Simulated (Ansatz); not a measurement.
Fe₂O₃

Input

```
crystal:
  lattice:
    - [2.283398865, 1.3183209494, 4.26357051]
    - [-2.283398865, 1.3183209494, 4.26357051]
    - [0.0, -2.6366418988, 4.26357051]
  atoms:
    - { symbol: Fe, position: [0.3451385466, 0.3451385466, 0.3451385466], spin: 0.95 }
    - { symbol: Fe, position: [0.1548614534, 0.1548614534, 0.1548614534], spin: 0.95 }
    - { symbol: Fe, position: [0.6548614534, 0.6548614534, 0.6548614534], spin: 0.95 }
    - { symbol: Fe, position: [0.8451385466, 0.8451385466, 0.8451385466], spin: 0.95 }
    - { symbol: O, position: [0.5665876336, 0.9334123664, 0.25] }
    - { symbol: O, position: [0.25, 0.5665876336, 0.9334123664] }
    - { symbol: O, position: [0.9334123664, 0.25, 0.5665876336] }
    - { symbol: O, position: [0.4334123664, 0.0665876336, 0.75] }
    - { symbol: O, position: [0.75, 0.4334123664, 0.0665876336] }
    - { symbol: O, position: [0.0665876336, 0.75, 0.4334123664] }
basis:
  ecutwfc: 420
kpoints:
  mp_grid: { grid: [9, 9, 9] }
hamiltonian:
  xc: pbe
scf:
  occupations: { method: gaussian, width: 0.1 }
output:
  forces: true
  stress: true
  eigenvalues: true
  populations: true
  write_density: true
  write_potential: true
  elf: true
  volumetric_format: npy
magnetization:
  spin_polarized: true
relax:
  adjacent_minimum: "off"
  f_tol: 0.01
  max_steps: 30
  cell: { stress_tol: 0.1, fix: [volume] }
```

Run with:

```sh
ansatz run input.yaml --threads 4 --pin off --max-ram 10240MiB --backend cpu --events-out ev --progress --plain --runs-dir out
```

Below, planes, directions and counts refer to the conventional cell (a = 4.56 Å, b = 4.56 Å, c = 12.81 Å, α = 90.00°, β = 90.00°, γ = 120.00°).

The fields are those of the run's last geometry, not of the input's.

Space group R-3c; changed on purpose from its base cell (volume × 0.88, shape and atoms relaxed); computed pressure about 44 GPa in this cell; spin-polarised.

Computed with Ansatz, DFT PBE, scalar-relativistic, plane waves, PAW.

Core electrons are frozen (PAW), and the valence fields are smoothed inside the atomic spheres.

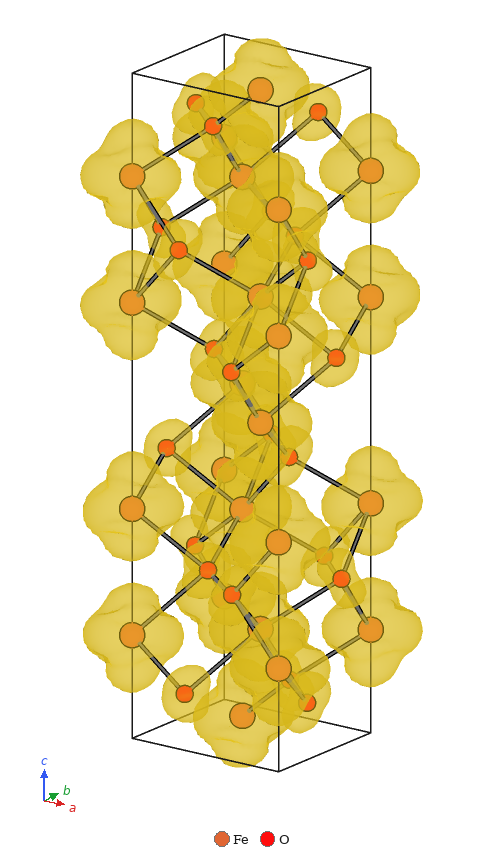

Figure 1. Isosurface of the spin density at +0.04 e/Å³ (yellow), seen slightly off an axis. Sticks mark near contacts.

> Where is the spin, and how is it ordered?

The spin density sits on Fe: +0.8 μB (×12) in one cell of 30 atoms, with smaller moments on O (up to +0.05 μB): parallel main moments (a ferromagnetic arrangement) in this solution. The cell of the calculation (10 atoms) carries 4.0 μB of net spin moment.

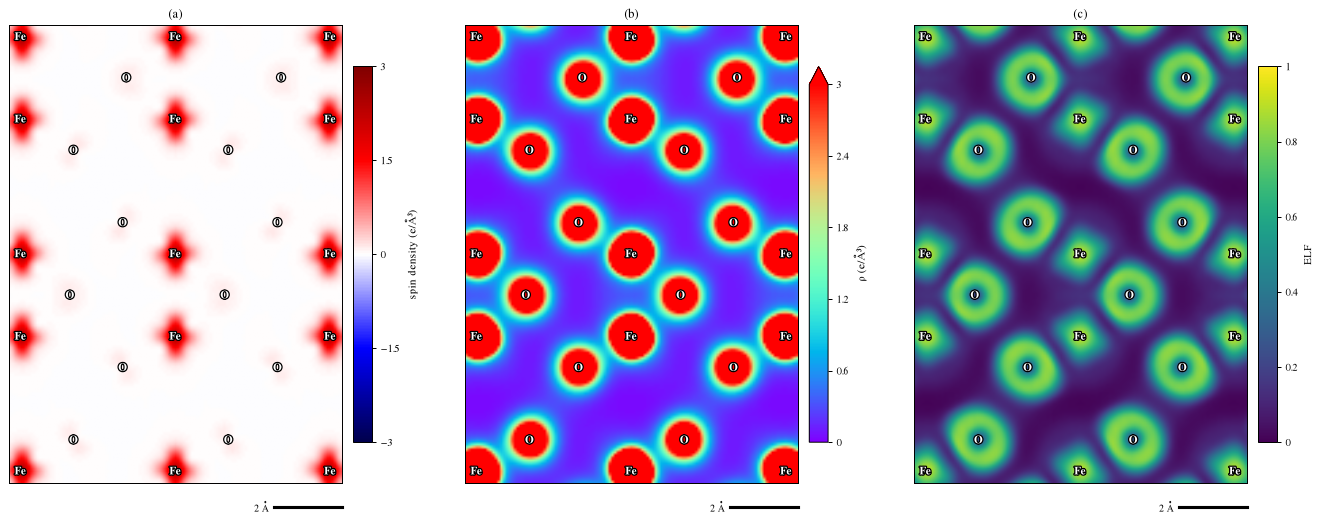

Figure 2. (a) spin density; (b) valence pseudo-density; (c) electron localisation function on the (100) plane of the conventional cell.

> Interpret the plot.

- The section cuts through Fe and O sites.
- Fe–O (1.81 Å): the density is about 0.91 e/Å³ at the midpoint; the ELF peaks at about 0.85 in the valence shell of O, 0.6 Å from its nucleus, and is about 0.20 at the midpoint; no shared electron pair shows on this line.
- Fe–O (1.89 Å): the density is about 0.74 e/Å³ at the midpoint; the ELF peaks at about 0.85 in the valence shell of O, 0.6 Å from its nucleus, and is about 0.20 at the midpoint: no localised pair shows between them.
- Between the atoms the lowest density in this plane is 0.04 e/Å³.
- The features right at Fe lie inside the PAW spheres, where the map follows smoothed inner orbitals and isn't to be read closely.

> Does the calculation give a band gap?

It is metallic or semimetallic at this level of theory: no gap opens; semilocal functionals without U, or without the true magnetic order, often close the gap of such compounds.
